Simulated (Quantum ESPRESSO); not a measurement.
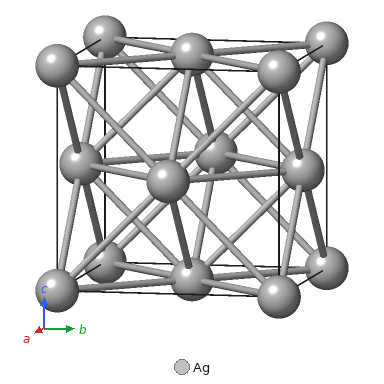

System: Ag, space group Fm-3m (No. 225). The picture shows the conventional cell.

Input file:
```
&CONTROL
  calculation = 'scf'
  prefix = 'pwscf'
  outdir = './tmp'
  pseudo_dir = './pseudo'
  tprnfor = .true.
  tstress = .true.
  disk_io = 'nowf'
/
&SYSTEM
  ibrav = 0
  nat = 1
  ntyp = 1
  ecutwfc = 82
  nbnd = 16
  occupations = 'smearing'
  smearing = 'fd'
  degauss = 0.00367493
/
&ELECTRONS
  conv_thr = 2d-10
  electron_maxstep = 120
  mixing_beta = 0.5
/
ATOMIC_SPECIES
Ag   107.8682 Ag.upf
CELL_PARAMETERS angstrom
   0.0000000000    2.0427500000    2.0427500000
   2.0427500000    0.0000000000    2.0427500000
   2.0427500000    2.0427500000    0.0000000000
ATOMIC_POSITIONS crystal
Ag     0.0000000000    0.0000000000    0.0000000000
K_POINTS automatic
11 11 11 0 0 0
```

Run as:
```bash
OMP_NUM_THREADS=1 pw.x -in pw.in > pw.out
```

Method: plane-wave DFT, no spin polarisation; energies at scaled volumes of the given cell, shape and fractions fixed, counted from the fit's minimum, third-order Birch-Murnaghan fit (Quantum ESPRESSO 7.5). Level: PBEsol.

| setting | value |
| --- | --- |
| k mesh | 11×11×11 |
| occupations | Fermi–Dirac |
| smearing width | 0.05 eV |
| potentials | PseudoDojo 0.4.1 SR PBEsol standard |
| wave cutoff | 1116 eV |
| density cutoff | 4463 eV |

What does the calculation give for the energy and pressure against volume? The volume takes the values 16.03, 16.37, 16.71, 17.05, 17.39, 17.73, 18.07 Å³/atom.

A third-order Birch–Murnaghan fit gives V0 = 16.62 Å³/atom, B0 = 120 GPa and B′ = 6.0. The energy is 8.66 meV/atom at volume 16.03 Å³/atom and 39.21 meV/atom at 18.07 Å³/atom; the lowest computed point is at volume 16.71 Å³/atom (0.17 meV/atom), in a single well. The pressure falls from 4.66 GPa at volume 16.03 Å³/atom to −8.02 GPa at 18.07 Å³/atom, and changes sign near 16.60 Å³/atom.

```json
{"volume (Å³/atom)": "16.03", "energy (meV/atom)": "8.66", "pressure (GPa)": "4.66"}
{"volume (Å³/atom)": "16.37", "energy (meV/atom)": "1.50", "pressure (GPa)": "1.73"}
{"volume (Å³/atom)": "16.71", "energy (meV/atom)": "0.17", "pressure (GPa)": "-0.83"}
{"volume (Å³/atom)": "17.05", "energy (meV/atom)": "3.93", "pressure (GPa)": "-3.04"}
{"volume (Å³/atom)": "17.39", "energy (meV/atom)": "12.07", "pressure (GPa)": "-4.95"}
{"volume (Å³/atom)": "17.73", "energy (meV/atom)": "24.03", "pressure (GPa)": "-6.60"}
{"volume (Å³/atom)": "18.07", "energy (meV/atom)": "39.21", "pressure (GPa)": "-8.02"}
```

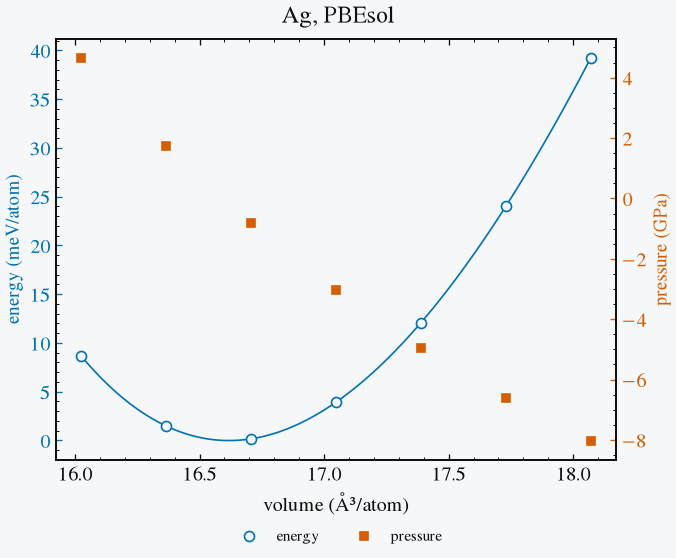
